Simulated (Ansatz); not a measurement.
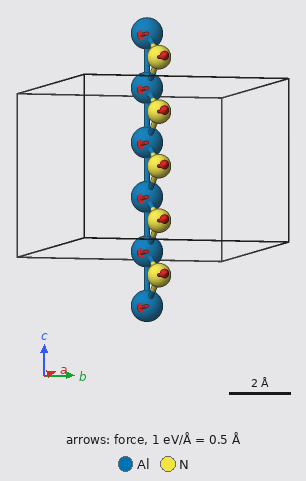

Starting geometry of a wire of composition AlN with the computed forces as red arrows. Style: ball-and-stick. Shown: the 3 repeat of the cell, with the vacuum cut short, from a free direction.

Case: strip chain of atoms.

Method: DFT PBEsol, scalar-relativistic, plane waves, PAW in Ansatz 0.2.0.

Input file:
```yaml
crystal:
  lattice:
    - [10.5, 0.0, 0.0]
    - [0.0, 9.3, 0.0]
    - [0.0, 0.0, 1.8082625634]
  atoms:
    - { symbol: Al, position: [0.4268896538, 0.5, 0.0], spin: 0.5 }
    - { symbol: "N", position: [0.5731103462, 0.5, 0.5], spin: 0.5 }
basis:
  ecutwfc: 420
kpoints:
  mp_grid: { grid: [1, 1, 35] }
hamiltonian:
  xc: pbesol
scf:
  occupations: { method: gaussian, width: 0.05 }
output:
  forces: true
  stress: true
  eigenvalues: true
  populations: true
  write_density: true
  write_potential: true
  elf: true
  volumetric_format: npy
magnetization:
  spin_polarized: true
relax:
  adjacent_minimum: "off"
  f_tol: 0.01
  max_steps: 45
  cell: { fix: [a, b, alpha, beta, gamma], stress_tol: 0.03 }
```

Command:
```bash
ansatz run input.yaml --threads 2 --pin off --max-ram 5120MiB --backend cpu --events-out ev --progress --plain --runs-dir out
```

Is this structure relaxed? If not, where do the atoms go?

Answer. It isn't relaxed: the largest force vector, on N atoms, is 1.95 eV/Å. Measured relative to the changing cell, the final displacements run against the starting forces (cosine between the two patterns −1.00). Over 25 accepted moves (29 points after the start) the energy falls by 5.998 eV per cell of the calculation. The largest force component goes from 2 to 0.00048 eV/Å. The line search rejected the trial step at point 16 of the run. The SCF was repeated 3 times at an unchanged geometry on a basis and grid sized afresh for the cell, which shifted the energy by 1.477 eV per cell of the calculation at most. The largest moves relative to the layer's centre, 0.77 Å, are those of Al1 and N2. By element the largest moves are Al 0.77 Å, N 0.77 Å. Along the periodic axis the drawn cell goes c 5.425 → 10.102 Å (+86.2 %). Some distances before and after: N2–N2 1.808 → 3.367 Å, Al1–Al1 1.808 → 3.367 Å, Al1–N2 1.782 → 1.684 Å. Bonds break: Al1–Al1 (1.81 → 3.37 Å). Bond angles that change, for instance: N2–Al1–N2 61.0° → 180.0°, Al1–N2–Al1 61.0° → 180.0°. The program noted that the starting moments weren't kept. The run may lie on a higher electronic state than the lowest, so the end point isn't shown to be the ground-state structure. Cost: 10 min on 2 threads of Intel(R) Xeon(R) Processor @ 2.50GHz (Skylake/Cascade Lake), with other jobs on the host, peak memory 0.58 GiB.
